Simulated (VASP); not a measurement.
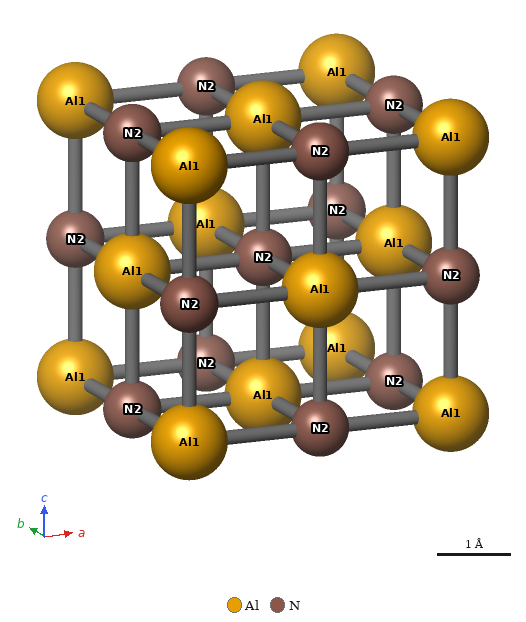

Figure 1. The structure (ball-and-stick view of the cell 4 times as large as that of the calculation, set on its symmetry axes, seen slightly off an axis; atoms are numbered from 1 in the order of the input). An atom can appear more than once, as a periodic image. Near neighbours in the periodic cell (some may lie outside the picture): Al has 6 N at 1.98 Å; N has 6 Al at 1.98 Å.

## Mending a single-point calculation on AlN

System: AlN (Fm-3m, 2 atoms in the cell).
Method of run 1: DFT, plane waves, PAW, settings varied from a PBE run (VASP 6.6.1).

The structure was built on a prototype by a generator. The geometry comes from this level: r2SCAN (a point of a series of strains). 

### INCAR, run 1
```
SIGMA = 0.020000
EDIFF = 1.00e-07
GGA = PE
PREC = Accurate
IBRION = -1
ISIF = 2
ISMEAR = -1
NBANDS = 11
NSW = 0
LASPH = .TRUE.
LCHARG = .FALSE.
LWAVE = .FALSE.
LREAL = .FALSE.
NELM = 92
ENCUT = 35
```

### KPOINTS, run 1
```
KPOINTS created by Atomic Simulation Environment
0
Gamma
10 10 10
0 0 0
```

### POSCAR, run 1
```
Al N
 1.0000000000000000
     0.0000000000000000    1.9784910831000000    1.9784910831000000
     1.9784910831000000    0.0000000000000000    1.9784910831000000
     1.9784910831000000    1.9784910831000000    0.0000000000000000
 Al  N
   1   1
Cartesian
  0.0000000000000000  0.0000000000000000  0.0000000000000000
  1.9784910831000000  1.9784910831000000  1.9784910831000000
```

Command:
```bash
mpirun -np 1 vasp_std
```

Hardware: 1 CPU thread, shared host.

### OSZICAR and lines of OUTCAR (run 1)
```
N       E                     dE             d eps       ncg     rms          rms(c)
[... from OUTCAR:]
###     ###     |
|                                                                             |
|     EDDAV: Call to ZHEGV failed. Returncode = 10 2 16                       |
|                                                                             |
|       ---->  I REFUSE TO CONTINUE WITH THIS SICK JOB ... BYE!!! <----       |
|                                                                             |
 -----------------------------------------------------------------------------

1
```

**Diagnose this run and give a change of the input that cures it.**

Some settings of this run were drawn to be unusual or wrong (NELM = 92; ENCUT = 35). The program refused the input: “EDDAV: Call to ZHEGV failed. Returncode = 10 2 16 ----> I REFUSE TO CONTINUE WITH THIS SICK JOB ... BYE!!! <----”

A run of the same system that converges differs from this input as follows (lines with − go, lines with + come):
```diff
+ENCUT = 520.000000
+NELM = 120
-NELM = 92
-ENCUT = 35
```

### OSZICAR and lines of OUTCAR (run 2)
```
N       E                     dE             d eps       ncg     rms          rms(c)
DAV:   1     0.103220793632E+02    0.10322E+02   -0.41587E+03  1058   0.638E+02
DAV:   2    -0.156075975133E+02   -0.25930E+02   -0.25267E+02  1201   0.143E+02
DAV:   3    -0.162535615611E+02   -0.64596E+00   -0.64530E+00  1287   0.211E+01
DAV:   4    -0.162559486144E+02   -0.23871E-02   -0.23869E-02  1154   0.137E+00
DAV:   5    -0.162559681672E+02   -0.19553E-04   -0.19553E-04  1226   0.116E-01    0.788E+00
DAV:   6    -0.144746657824E+02    0.17813E+01   -0.71825E+00  1136   0.147E+01    0.286E+00
DAV:   7    -0.144517458787E+02    0.22920E-01   -0.22518E-01  1165   0.335E+00    0.186E+00
DAV:   8    -0.144468106463E+02    0.49352E-02   -0.14967E-02  1106   0.106E+00    0.358E-01
DAV:   9    -0.144464505125E+02    0.36013E-03   -0.14360E-03  1145   0.234E-01    0.161E-01
DAV:  10    -0.144465043148E+02   -0.53802E-04   -0.14282E-04  1166   0.859E-02    0.509E-02
DAV:  11    -0.144464973705E+02    0.69442E-05   -0.23229E-05  1196   0.277E-02    0.790E-03
DAV:  12    -0.144464971197E+02    0.25085E-06   -0.73035E-07  1139   0.721E-03    0.132E-03
DAV:  13    -0.144464970643E+02    0.55422E-07   -0.17744E-08   619   0.879E-04
   1 F= -.14446497E+02 E0= -.14446497E+02  d E =-.254986E-11
       N       E                     dE             ncg
DAV:   1     0.747528393398E+03   -0.20782E+04      154
DAV:   2     0.577108856668E+03   -0.17042E+03      178
DAV:   3     0.572980321980E+03   -0.41285E+01      206
DAV:   4     0.572963208307E+03   -0.17114E-01      175
DAV:   5     0.572963024301E+03   -0.18401E-03      190
DAV:   6     0.572963021845E+03   -0.24557E-05      183
DAV:   7     0.572963021810E+03   -0.35202E-07      185
[... from OUTCAR:]
   NELECT =       8.0000    total number of electrons
 E-fermi :  11.2407
  free  energy   TOTEN  =       -14.4464970643 eV
  energy  without entropy=      -14.4464970643  energy(sigma->0) =      -14.44649706
```

### The two runs side by side

| quantity | run 1 | run 2 |
| --- | --- | --- |
| outcome | refused | converged |
| free energy per atom (eV) | – | −7.2232 |
| gap on the mesh (eV) | – | 5.19 |
| pressure (GPa) | – | 24.97 |
| volume per atom (Å³) | – | 7.74 |
| largest force (eV/Å) | – | 0.000 |
| SCF iterations | – | 13 |
| irreducible k-points | – | 47 |

Notes on run 2: The cell is under a pressure of 25 GPa at this level, so it is not at its equilibrium volume.
